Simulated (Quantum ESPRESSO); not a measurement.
## PbO₂: geometry relaxation (part 2 of 2)

The same run, continued: PbO₂ (I4/mmm, 3 atoms in the cell); Kohn-Sham DFT of a periodic cell, PBEsol, GBRV 1.5 PBEsol, no spin polarisation (Quantum ESPRESSO 7.5); cutoff 612.26 eV, 9×9×9 k-mesh, fermi-dirac of 0.05 eV. The structure derives from a Materials Project entry.

## What the program printed, continued
```
    -8.0052  -7.6897  -6.0473  -5.9851  -5.9248  -5.5657  -4.6010   1.5195
     5.2642   5.4250   8.2916   8.9844   9.1025  11.3724  16.3648  18.4108
    19.0170  19.5669  19.6517  25.5339

          k =-0.0000-0.4691 0.4738 (  1383 PWs)   bands (ev):

    -7.9717  -7.7554  -6.0236  -6.0000  -5.9546  -5.1969  -5.0181   1.6746
     5.4562   5.7860   7.6037   8.7149   9.1392  11.5637  17.4026  17.5748
    19.0170  19.3703  19.8520  24.7619

          k = 0.6254 0.0000 0.0000 (  1383 PWs)   bands (ev):

    -8.0618  -7.5490  -6.0750  -5.9560  -5.9527  -5.9078  -4.2132   1.4154
     5.0640   5.0917   9.1059   9.2239   9.3093  10.9568  15.2644  18.8484
    19.0230  19.7817  19.8574  25.4938

          k =-0.0000-0.6254 0.6317 (  1378 PWs)   bands (ev):

    -8.0683  -7.5571  -6.0713  -5.9528  -5.9131  -5.8224  -4.2938   1.3158
     5.0691   5.1168   8.9670   9.1951   9.2287  11.0987  15.7316  18.5342
    19.0186  19.7120  19.8884  25.7001

          k = 0.0000 0.0000 0.1579 (  1403 PWs)   bands (ev):

    -8.7262  -6.8249  -6.1637  -6.1637  -5.9772  -5.9577  -5.4484   5.4726
     7.0211   7.0211   7.6187   8.4258   8.4258   9.1083  15.5495  16.7124
    16.7124  19.0057  21.9964  24.4994

          k = 0.1564 0.1564 0.0000 (  1384 PWs)   bands (ev):

    -8.6149  -7.0445  -6.1586  -6.1246  -5.9751  -5.9577  -5.2306   4.7853
     6.9378   6.9903   7.6400   7.7906   8.6612   9.8367  15.7072  16.7270
    17.0305  19.0102  22.7647  24.2399

          k = 0.2345 0.2345-0.0790 (  1375 PWs)   bands (ev):

    -8.3617  -7.3715  -6.1256  -6.0667  -5.9746  -5.9312  -4.9218   3.7109
     6.5886   6.7127   7.2744   7.8650   8.7077  10.7775  15.7820  17.3927
    17.7254  19.0142  23.1606  24.0511

          k = 0.3127 0.3127-0.1579 (  1386 PWs)   bands (ev):

    -8.2103  -7.4473  -6.1058  -6.0348  -5.9505  -5.8614  -4.8185   2.9207
     6.2230   6.6610   6.8013   8.0289   8.5807  11.4770  16.2102  18.2136
    18.2648  19.0153  22.4825  24.0345

          k =-0.3127-0.3127 0.4738 (  1391 PWs)   bands (ev):

    -8.2086  -7.3688  -6.1015  -6.0303  -5.9211  -5.8055  -4.8410   2.5938
     6.0220   6.4576   6.8163   8.1890   8.3957  11.7711  16.4823  18.4725
    18.7663  19.0159  21.9957  24.2159

          k =-0.2345-0.2345 0.3948 (  1390 PWs)   bands (ev):

    -8.1967  -7.4238  -6.1013  -6.0428  -5.9147  -5.8680  -4.8002   2.7652
     6.0625   6.3179   7.1541   8.2163   8.3455  11.5964  16.1981  18.3057
    18.6971  19.0153  22.1407  24.4703

          k =-0.1564-0.1564 0.3158 (  1386 PWs)   bands (ev):

    -8.2703  -7.4528  -6.1084  -6.0700  -5.9594  -5.9313  -4.8286   3.4199
     6.3159   6.3994   7.5791   8.0922   8.4688  10.9948  15.6149  17.8143
    18.0954  19.0143  22.6783  24.5963

          k =-0.0782-0.0782 0.2369 (  1384 PWs)   bands (ev):

    -8.5200  -7.1975  -6.1326  -6.1232  -5.9846  -5.9488  -5.0790   4.4435
     6.6622   6.6664   7.7548   8.2312   8.5118  10.0566  15.3043  17.2187
    17.3261  19.0117  22.8830  24.6671

          k = 0.3127 0.1564 0.0000 (  1379 PWs)   bands (ev):

    -8.3073  -7.4633  -6.0995  -6.0502  -5.9858  -5.9288  -4.8507   3.5094
     6.2038   6.4130   7.9134   8.0423   8.9003  10.6394  15.3553  17.7488
    17.9067  19.0141  22.3028  24.6480

          k = 0.3909 0.2345-0.0790 (  1383 PWs)   bands (ev):

    -8.1111  -7.6285  -6.0690  -6.0222  -5.9543  -5.8064  -4.7619   2.6865
     5.8065   6.3699   7.4117   8.2860   8.9291  11.2565  15.9116  18.2082
    18.4919  19.0155  21.5133  24.5000

          k =-0.2345-0.3909 0.5527 (  1389 PWs)   bands (ev):

    -8.1045  -7.5767  -6.0610  -6.0170  -5.9303  -5.6004  -4.8578   2.2254
     5.5732   6.5267   6.9383   8.5147   8.7794  11.6255  16.6098  18.1982
    18.9978  19.0166  20.9073  24.4691

          k =-0.1564-0.3127 0.4738 (  1383 PWs)   bands (ev):

    -8.1004  -7.5809  -6.0608  -6.0190  -5.9294  -5.5991  -4.8579   2.2362
     5.5793   6.5087   6.9538   8.5526   8.7204  11.6133  16.5550  18.2517
    19.0074  19.0169  20.9283  24.4829

          k =-0.0782-0.2345 0.3948 (  1377 PWs)   bands (ev):

    -8.0953  -7.6452  -6.0682  -6.0272  -5.9543  -5.8035  -4.7593   2.7191
     5.8230   6.3454   7.4293   8.3034   8.8499  11.2294  15.8223  18.2778
    18.5240  19.0157  21.5781  24.5065

          k =-0.0000-0.1564 0.3158 (  1373 PWs)   bands (ev):

    -8.2935  -7.4796  -6.0983  -6.0579  -5.9878  -5.9240  -4.8436   3.5618
     6.2267   6.3845   7.9321   8.0403   8.8057  10.6196  15.2637  17.7701
    17.9790  19.0144  22.4083  24.6051

          k = 0.3127 0.0000 0.1579 (  1377 PWs)   bands (ev):

    -8.3033  -7.4681  -6.0950  -6.0558  -5.9890  -5.9245  -4.8511   3.5153
     6.2328   6.3823   7.9974   8.0348   8.8001  10.6451  15.3492  17.7000
    17.9695  19.0142  22.3067  24.7605

          k = 0.4691 0.1564 0.0000 (  1386 PWs)   bands (ev):

    -7.9249  -7.8204  -6.0422  -6.0144  -5.9439  -5.8462  -4.5584   2.2394
     5.3926   5.8392   8.2845   8.6513   9.1497  11.0711  15.3774  18.7680
    18.9818  19.0154  20.4665  25.1437

          k =-0.1564-0.4691 0.6317 (  1388 PWs)   bands (ev):

    -7.9555  -7.7673  -6.0372  -5.9980  -5.9310  -5.5679  -4.6854   1.7706
     5.1184   6.0263   7.7529   8.8679   9.1606  11.3995  16.3010  18.4801
    19.0160  19.2468  19.9680  25.1012

          k =-0.0782-0.3909 0.5527 (  1389 PWs)   bands (ev):

    -7.9715  -7.7579  -6.0255  -6.0001  -5.9412  -5.2397  -4.9805   1.6919
     5.1094   6.4056   7.1726   8.8797   9.1214  11.5535  17.1607  17.8143
    19.0167  19.2447  19.9500  24.8175

          k =-0.0000-0.3127 0.4738 (  1376 PWs)   bands (ev):

    -7.9380  -7.8055  -6.0210  -6.0176  -5.9593  -5.4794  -4.8557   2.0435
     5.3665   6.6629   6.9131   8.6261   9.1011  11.4549  16.5259  18.2204
    19.0039  19.0167  20.4529  24.5229

          k = 0.3909-0.0782 0.2369 (  1389 PWs)   bands (ev):

    -8.1043  -7.6349  -6.0661  -6.0224  -5.9596  -5.8044  -4.7646   2.6862
     5.8221   6.3597   7.4778   8.2791   8.8463  11.2641  15.8974  18.2306
    18.4920  19.0152  21.5464  24.6095

          k = 0.4691 0.0000 0.1579 (  1382 PWs)   bands (ev):

    -7.9198  -7.8242  -6.0418  -6.0139  -5.9487  -5.8434  -4.5609   2.2374
     5.4162   5.8171   8.3668   8.6461   9.0598  11.0822  15.3737  18.8362
    18.9117  19.0155  20.4986  25.2113

          k =-0.0782-0.5473 0.7107 (  1385 PWs)   bands (ev):

    -8.0171  -7.6548  -6.0611  -5.9537  -5.9220  -5.7347  -4.4107   1.4366
     4.9414   5.4982   8.5451   9.0600   9.3541  11.1840  15.8870  18.7566
    19.0189  19.2287  19.9541  25.6700

          k =-0.0000-0.4691 0.6317 (  1386 PWs)   bands (ev):

    -7.9820  -7.7300  -6.0455  -5.9564  -5.9359  -5.4361  -4.6726   1.3961
     4.8759   5.8926   7.9071   9.0569   9.3374  11.3997  16.7551  18.2100
    18.9442  19.0176  20.0093  25.4855

          k =-0.2345 0.5473-0.3948 (  1392 PWs)   bands (ev):

    -8.1018  -7.5780  -6.0591  -6.0144  -5.9341  -5.6033  -4.8609   2.2155
     5.5779   6.5456   6.9793   8.5081   8.7170  11.6453  16.5998  18.2385
    18.9656  19.0162  20.9612  24.5351

          k =-0.1564 0.6254-0.4738 (  1382 PWs)   bands (ev):

    -7.9576  -7.7623  -6.0356  -5.9986  -5.9331  -5.5701  -4.6899   1.7632
     5.1309   6.0225   7.8172   8.8500   9.0963  11.4252  16.2897  18.5269
    19.0162  19.1835  20.0414  25.1754

          k =-0.0782 0.7036-0.5527 (  1376 PWs)   bands (ev):

    -8.0203  -7.6488  -6.0603  -5.9565  -5.9228  -5.7350  -4.4137   1.4329
     4.9602   5.4815   8.6220   9.0362   9.2912  11.2026  15.8794  18.7385
    19.0190  19.2976  19.9340  25.7115

          k =-0.0782 0.5473-0.3948 (  1394 PWs)   bands (ev):

    -7.9750  -7.7514  -6.0216  -6.0011  -5.9442  -5.2443  -4.9845   1.6771
     5.1125   6.4237   7.2168   8.8251   9.1104  11.5924  17.1742  17.8372
    19.0165  19.1593  20.0439  24.8445

          k =-0.0000 0.6254-0.4738 (  1390 PWs)   bands (ev):

    -7.9881  -7.7199  -6.0435  -5.9586  -5.9371  -5.4395  -4.6773   1.3876
     4.8862   5.8911   7.9681   9.0123   9.3042  11.4339  16.7406  18.2307
    18.9598  19.0175  20.0280  25.5553

          k =-0.0000 0.4691-0.3158 (  1379 PWs)   bands (ev):

    -7.9488  -7.7928  -6.0177  -6.0154  -5.9644  -5.4817  -4.8609   2.0199
     5.3650   6.6904   6.9511   8.5817   9.0963  11.4974  16.5919  18.2081
    18.9174  19.0165  20.5034  24.5633

          k = 0.0000 0.0000 0.3158 (  1375 PWs)   bands (ev):

    -8.3593  -7.4230  -6.0949  -6.0949  -6.0075  -5.9389  -4.8560   3.8358
     6.2037   6.2037   8.1103   8.7551   8.7551  10.0903  14.7604  17.8610
    17.8610  19.0133  22.2050  24.8795

          k = 0.3127 0.3127 0.0000 (  1388 PWs)   bands (ev):

    -8.1440  -7.6104  -6.0827  -6.0064  -5.9803  -5.7704  -4.8340   2.8405
     6.1697   6.7050   6.8063   8.0866   9.0219  11.2218  16.1606  18.0331
    18.1038  19.0152  21.9800  23.9705

          k =-0.3127-0.3127 0.6317 (  1379 PWs)   bands (ev):

    -8.0628  -7.6557  -6.0541  -6.0085  -5.9577  -5.5034  -4.9131   2.2141
     5.8005   6.2776   6.9862   8.3617   9.0320  11.5562  16.7862  18.0553
    18.7765  19.0166  20.8884  24.1709

          k =-0.2345-0.2345 0.5527 (  1386 PWs)   bands (ev):

    -8.0769  -7.6124  -6.0478  -6.0251  -5.9232  -5.5018  -4.8643   2.0243
     5.6057   5.8998   7.4536   8.5999   8.8703  11.5902  16.6666  18.2215
    19.0166  19.2067  20.4457  24.6583

          k =-0.1564-0.1564 0.4738 (  1391 PWs)   bands (ev):

    -8.0292  -7.6881  -6.0482  -6.0399  -5.9125  -5.7841  -4.6570   2.3061
     5.6308   5.7579   8.0152   8.6424   8.7719  11.2733  15.7368  18.5571
    19.0153  19.0800  20.7262  25.0018

          k =-0.0782-0.0782 0.3948 (  1375 PWs)   bands (ev):

    -8.1124  -7.6642  -6.0610  -6.0470  -5.9841  -5.9249  -4.6498   2.9853
     5.8500   5.8724   8.3836   8.5504   8.8363  10.7046  14.9159  18.3995
    18.5339  19.0149  21.4396  24.9702

          k =-0.2345-0.3909 0.7107 (  1379 PWs)   bands (ev):

    -7.9646  -7.7790  -6.0196  -6.0185  -5.9599  -5.4791  -4.8546   2.0308
     5.3502   6.6864   6.8883   8.5937   9.1810  11.4678  16.6212  18.1343
    18.9700  19.0165  20.4186  24.4812

          k =-0.1564-0.3127 0.6317 (  1388 PWs)   bands (ev):

    -7.9866  -7.7417  -6.0272  -6.0015  -5.9399  -5.2373  -4.9791   1.7020
     5.0969   6.3755   7.1933   8.8453   9.1770  11.5355  17.1444  17.8350
    19.0167  19.2204  19.9499  24.7926

          k =-0.0782-0.2345 0.5527 (  1378 PWs)   bands (ev):

    -7.9696  -7.7506  -6.0416  -5.9991  -5.9284  -5.5660  -4.6830   1.8035
     5.1113   5.9912   7.7714   8.9047   9.1138  11.3514  16.2116  18.5676
    19.0163  19.2637  19.9799  25.0905

          k =-0.0000-0.1564 0.4738 (  1379 PWs)   bands (ev):

    -7.8972  -7.8460  -6.0470  -6.0157  -5.9437  -5.8438  -4.5525   2.2937
     5.3901   5.8013   8.3001   8.6901   9.0701  11.0122  15.2832  18.8458
    19.0000  19.0156  20.5271  25.0784

          k =-0.0782-0.3909 0.7107 (  1386 PWs)   bands (ev):

    -7.8872  -7.8521  -6.0350  -5.9562  -5.9455  -5.2296  -4.8905   1.4599
     4.7866   6.5663   7.1642   9.0185   9.3917  11.4758  17.1759  18.0124
    18.6598  19.0169  20.0642  25.1556

          k =-0.0000-0.3127 0.6317 (  1386 PWs)   bands (ev):

    -7.9200  -7.8179  -6.0370  -5.9565  -5.9439  -5.2285  -4.8907   1.4714
     4.7841   6.5312   7.1944   9.0335   9.3722  11.4565  17.0873  18.1001
    18.6727  19.0170  20.0627  25.1686

          k =-0.0782 0.7036-0.3948 (  1391 PWs)   bands (ev):

    -7.8995  -7.8354  -6.0306  -5.9578  -5.9488  -5.2353  -4.8979   1.4425
     4.7995   6.5761   7.2225   8.9810   9.3394  11.5328  17.1534  18.0769
    18.6315  19.0168  20.1174  25.1992

          k =-0.0000-0.0000 0.4738 (  1371 PWs)   bands (ev):

    -7.8773  -7.8612  -6.0477  -6.0126  -6.0126  -5.9174  -4.4282   2.3689
     5.4676   5.4676   8.7305   9.0533   9.0533  10.6734  14.6696  19.0154
    19.0836  19.0836  20.4245  25.1619

          k =-0.2345-0.2345 0.7107 (  1388 PWs)   bands (ev):

    -7.9975  -7.7287  -6.0281  -6.0030  -5.9502  -5.1907  -5.0142   1.6983
     5.4353   5.7451   7.5946   8.7043   9.2199  11.5164  17.3218  17.6482
    19.0168  19.3664  19.8103  24.7021

          k =-0.1564-0.1564 0.6317 (  1382 PWs)   bands (ev):

    -8.0310  -7.6602  -6.0529  -5.9872  -5.9208  -5.5612  -4.5958   1.5617
     5.2401   5.3882   8.2750   8.9635   9.1757  11.2941  16.2861  18.4758
    19.0171  19.5626  19.6572  25.4644

          k =-0.0782-0.0782 0.5527 (  1380 PWs)   bands (ev):

    -7.9922  -7.6908  -6.0638  -5.9895  -5.9093  -5.8788  -4.3785   1.8232
     5.2536   5.2902   8.8404   9.0045   9.0922  10.9582  15.2297  19.0140
    19.1997  19.5263  19.7300  25.3589

          k =-0.0782-0.2345 0.7107 (  1386 PWs)   bands (ev):

    -8.0136  -7.6940  -6.0500  -5.9586  -5.9322  -5.4331  -4.6702   1.4269
     4.8595   5.8531   7.9294   9.0523   9.3554  11.3429  16.6718  18.2670
    18.9737  19.0186  20.0034  25.4946

          k =-0.0000-0.1564 0.6317 (  1379 PWs)   bands (ev):

    -8.0479  -7.6167  -6.0666  -5.9564  -5.9180  -5.7331  -4.4063   1.4852
     4.9239   5.4539   8.5656   9.0934   9.3226  11.0998  15.8062  18.7835
    19.0201  19.3040  19.9453  25.6032

          k = 0.0000 0.0000 0.6317 (  1371 PWs)   bands (ev):

    -8.0918  -7.5080  -6.0807  -5.9564  -5.9564  -5.9034  -4.2064   1.4774
     5.0436   5.0436   9.1795   9.2400   9.2400  10.8477  15.1898  18.8801
    19.0268  19.8437  19.8437  25.3986

          k =-0.0782-0.0782 0.7107 (  1378 PWs)   bands (ev):

    -8.0986  -7.5176  -6.0775  -5.9548  -5.9086  -5.8215  -4.2877   1.3708
     5.0391   5.0783   8.9600   9.1921   9.2699  10.9932  15.6591  18.5634
    19.0192  19.7415  19.8999  25.6085

     the Fermi energy is     9.4216 ev

!    total energy              =    -228.22278043 Ry
     estimated scf accuracy    <          1.7E-10 Ry
     smearing contrib. (-TS)   =      -0.00042782 Ry
     internal energy E=F+TS    =    -228.22235261 Ry

     The total energy is F=E-TS. E is the sum of the following terms:
     one-electron contribution =     -36.30488027 Ry
     hartree contribution      =      38.85044174 Ry
     xc contribution           =     -77.39570623 Ry
     ewald contribution        =    -153.37220786 Ry

     convergence has been achieved in   9 iterations

     negative rho (up, down):  1.568E-02 0.000E+00

     Forces acting on atoms (cartesian axes, Ry/au):

     atom    1 type  1   force =    -0.00000000    0.00000000   -0.00000000
     atom    2 type  2   force =     0.00000000   -0.00000000    0.00000000
     atom    3 type  2   force =    -0.00000000    0.00000000   -0.00000000

     Total force =     0.000000     Total SCF correction =     0.000000

     Computing stress (Cartesian axis) and pressure

     negative rho (up, down):  1.568E-02 0.000E+00
          total   stress  (Ry/bohr**3)                   (kbar)     P=      -84.93
  -0.00062629  -0.00000000  -0.00000000          -92.13       -0.00       -0.00
  -0.00000000  -0.00062629   0.00000000           -0.00      -92.13        0.00
  -0.00000000   0.00000000  -0.00047941           -0.00        0.00      -70.52

     BFGS Geometry Optimization
     Energy error            =      3.4E-50 Ry
     Gradient error          =      1.4E-25 Ry/Bohr

     bfgs converged in   1 scf cycles and   0 bfgs steps
     (criteria: energy <  1.0E-05 Ry, force <  4.0E-04 Ry/Bohr)

     End of BFGS Geometry Optimization

     Final energy             =    -228.2227804312 Ry
Begin final coordinates

ATOMIC_POSITIONS (alat)
Pb               0.0000000000        0.0000000000        0.0000000000
O                1.0659238956        1.0659238956        1.0553701937
O                0.3553079652        0.3553079652        0.3517900646
End final coordinates

=------------------------------------------------------------------------------=
   JOB DONE.
=------------------------------------------------------------------------------=
```

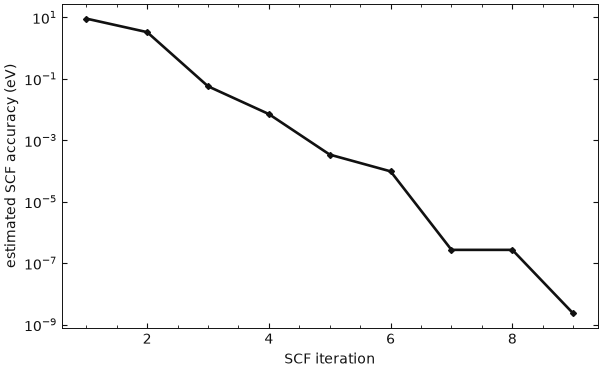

*Convergence of the self-consistent field: estimated SCF accuracy against the iteration.*

The field takes 9 iterations in all.

This output came from the following input.

## The input
```
&CONTROL
  calculation = 'relax'
  prefix = 'pwscf'
  outdir = './tmp'
  pseudo_dir = './pseudo'
  tprnfor = .true.
  tstress = .true.
  disk_io = 'low'
  nstep = 40
  forc_conv_thr = 0.0004
  etot_conv_thr = 1d-05
/
&SYSTEM
  ibrav = 0
  A = 3.84034723
  nat = 3
  ntyp = 2
  ecutwfc = 45
  ecutrho = 360
  nbnd = 20
  occupations = 'smearing'
  smearing = 'fd'
  degauss = 0.00367493
/
&ELECTRONS
  conv_thr = 6d-10
  electron_maxstep = 120
  mixing_beta = 0.5
/
&IONS
  ion_dynamics = 'bfgs'
/
ATOMIC_SPECIES
Pb   207.2000 pb_pbesol_v1.uspp.F.UPF
O     15.9990 o_pbesol_v1.2.uspp.F.UPF
CELL_PARAMETERS alat
   0.0000000000    0.7106159304    0.7035801291
   0.7106159304    0.0000000000    0.7035801291
   0.7106159304    0.7106159304    0.0000000000
ATOMIC_POSITIONS alat
Pb     0.0000000000    0.0000000000    0.0000000000
O      1.0659238956    1.0659238956    1.0553701937
O      0.3553079652    0.3553079652    0.3517900646
K_POINTS automatic
9 9 9 0 0 0
```

Launch command:
```bash
OMP_NUM_THREADS=1 mpirun -n 2 pw.x -nk 2 -in pw.in > pw.out
```

## Results in brief

| quantity | value |
| --- | --- |
| outcome | converged |
| space group (tolerance 0.01 Å) | I4/mmm (139) |
| electrons treated | 26 |
| free energy | −3105.1291 eV |
| Fermi energy | 9.422 eV |
| gap on the k-point mesh | none (metallic) |
| pressure | −8.49 GPa |
| final volume | 40.25 Å³ |
| largest force (length of the vector) | under 0.001 eV/Å |
| hardware | 2 threads of AMD EPYC (Zen 5), 64 GiB of memory available, shared host |
| wall time | 10 s (CPU time 20 s) |
| peak memory | 0.3 GiB |

Notes on the run: negative rho. Spin–orbit coupling is left out, which matters for Pb. The cell is under a tension of 8.5 GPa at this level, so it is not at its equilibrium volume.
